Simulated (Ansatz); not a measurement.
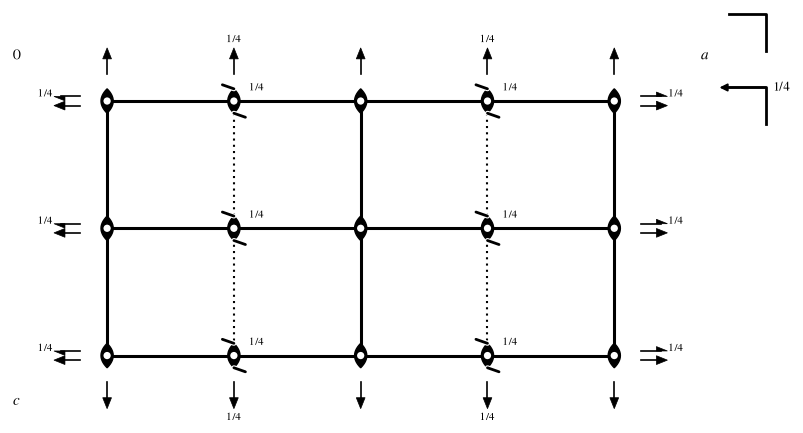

Symmetry elements of a space group, projected down b, computed from the operations of a computed or model structure of composition TiSi3.

Graphical symbols as in the International Tables (origin upper left, heights as fractions; handed screw axes are marked by their printed symbols).

Which space group is it?

Cmmm, No. 65; C-centred orthorhombic, point group mmm, 16 general positions a cell.

List the elements shown.

2₁ axes along b at (0, 1/4), (0, 3/4), (1/2, 1/4), (1/2, 3/4); 2 axes along b at (0, 0), (0, 1/2), (1/2, 0), (1/2, 1/2); inversion centres at (0, 0), (0, 1/4; b height 1/4), (0, 1/2), (0, 3/4; b height 1/4), (1/2, 0), (1/2, 1/4; b height 1/4), (1/2, 1/2), (1/2, 3/4; b height 1/4); mirror planes normal to c, at z = 0, 1/2; mirror planes normal to a, at x = 0, 1/2; b glide planes normal to a, at x = 1/4, 3/4; a mirror plane normal to b at height 0; an a glide plane normal to b at height 1/4; 2 axes along a at height 0; 2 axes along c at heights 0, 1/4; 2₁ axes along a at height 1/4. Heights repeat every half period; positions are (c, a) fractions, modulo 1.
